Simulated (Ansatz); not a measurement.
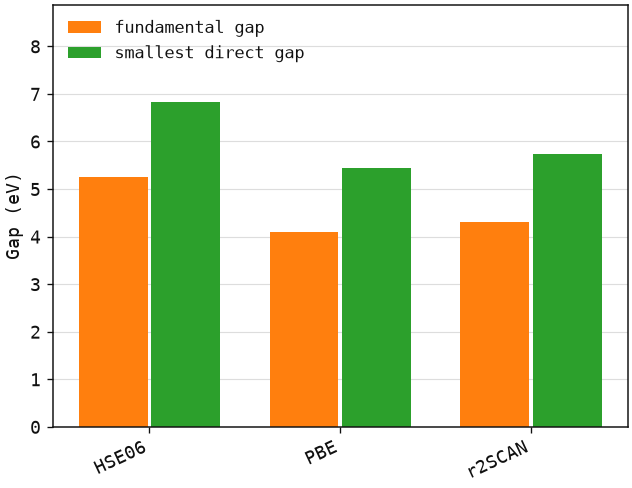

Gaps of C, space group R-3m (No. 166), 2 atoms in the cell, diamond type, epitaxial (111) strain +1.0%, at several levels of theory on one cell (Ansatz, plane waves and PAW; edges over the mesh and the special points).

How does the gap depend on the level, and does its kind change?

Answer. In rising order: PBE 4.09 eV, r2SCAN 4.31 eV and HSE06 5.25 eV. It is indirect at every level.
